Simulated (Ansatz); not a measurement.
Read the following structure.

```cif
data_structure
_symmetry_space_group_name_H-M 'C 2/m'
_symmetry_Int_Tables_number 12
_cell_length_a 5.2352
_cell_length_b 3.0218
_cell_length_c 7.5595
_cell_angle_alpha 90.000
_cell_angle_beta 92.578
_cell_angle_gamma 90.000
_cell_volume 119.47
loop_
_atom_site_label
_atom_site_type_symbol
_atom_site_symmetry_multiplicity
_atom_site_Wyckoff_symbol
_atom_site_fract_x
_atom_site_fract_y
_atom_site_fract_z
_atom_site_occupancy
Ta1 Ta 2 c 0.00000 0.00000 0.50000 1
Ta2 Ta 4 i 0.33333 0.00000 0.17360 1
N1 N 2 a 0.00000 0.00000 0.00000 1
```

**Summarise the structure in words.**

The stoichiometry is Ta$_{3}$N. Space group: C2/m (No. 12). Lattice: base-centred monoclinic. Cell content 6 Ta, 2 N; Z = 2. With all contacts inside bonding distance counted, the coordination numbers are Ta 12 to 15 (mean 14.0) and N 6.

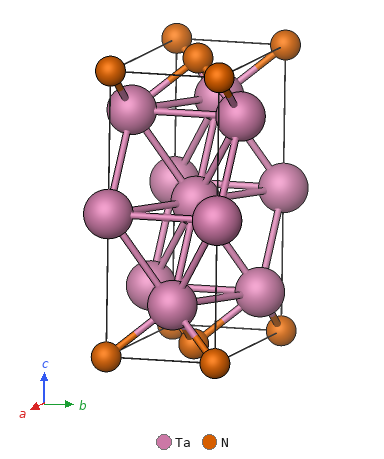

Crystal structure, ball-and-stick style, seen slightly off an axis. The frame is the conventional unit cell; atoms at its boundary are shown with their periodic copies.

Origin of the cell: a structure listed in the Materials Project. The cell was then strained or its atoms displaced on purpose. It went into a calculation with Ansatz.
